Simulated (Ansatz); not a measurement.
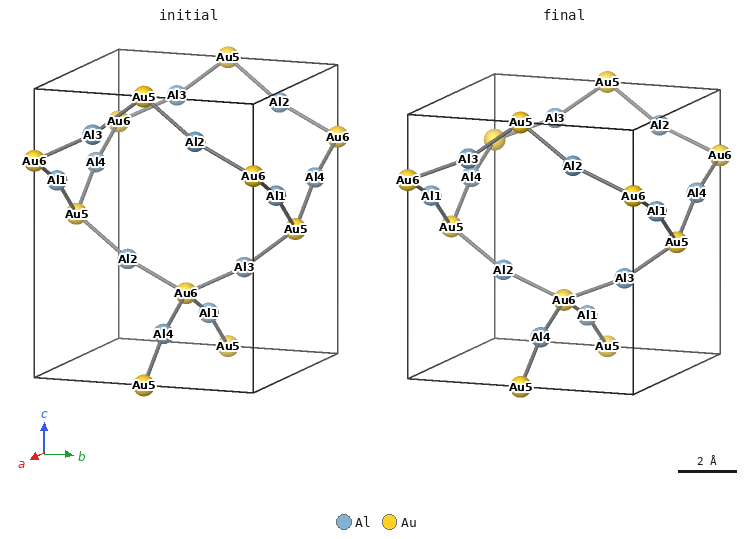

The structure of crystalline Al₂Au (built on the beta-cristobalite_227 type) before (left) and after (right) a relaxation, at one scale.

Style: ball-and-stick. Shown: the conventional cell (2 times the calculation's cell), slightly off an axis. Lengths and directions refer to the drawn axes.

Case: the structure that the rattled beta-cristobalite type (Fd-3m, No. 227) fell into.

All numbers below come from DFT PBE, scalar-relativistic, plane waves, PAW in Ansatz. (plane-wave cutoff 420 eV; k-point mesh 8 × 8 × 8; occupations gaussian; smearing width 0.1 eV; no spin polarisation; cell and atoms relaxed; force threshold 0.01 eV/Å; at most 80 steps)

Question: Describe what moved and what it gained.

Answer: The run was cut off at its time limit before the program reported convergence, but its last step already meets the force threshold: the largest component is 0.0097 eV/Å against 0.01 eV/Å. The pressure is within 0.02 GPa of its target. The largest moves relative to the cell, 0.059 Å, are those of Al2 and Al3. Al3 goes along [0 1 −2]. Largest moves by element: Al 0.059 Å, Au 0.007 Å. Cell: a 8.080 → 8.316 Å (+2.9 %), b 8.126 → 8.364 Å (+2.9 %), c 10.163 → 9.300 Å (−8.5 %). Volume −3.1 %. Among the contacts that change: Al2–Au6 2.408 → 2.423 Å, Al2–Au5 2.401 → 2.387 Å, Al1–Au5 2.390 → 2.386 Å. Bond angles that change, for instance: Al2–Au6–Al3 127.7° → 135.9°, Al1–Au6–Al4 127.9° → 135.0°, Al1–Au5–Al4 102.7° → 107.2°. The space group stays Imm2 (No. 44). Over 5 geometry steps the energy falls by 9.2 meV per cell of the calculation. Largest force component: 0.088 eV/Å at the start, 0.0097 eV/Å at the end. Pressure: −0.01 GPa at the start and 0.02 GPa at the end. Cost: 8.8 min on 1 thread of Arm Neoverse V2, with other jobs on the host, peak memory 1 GiB.
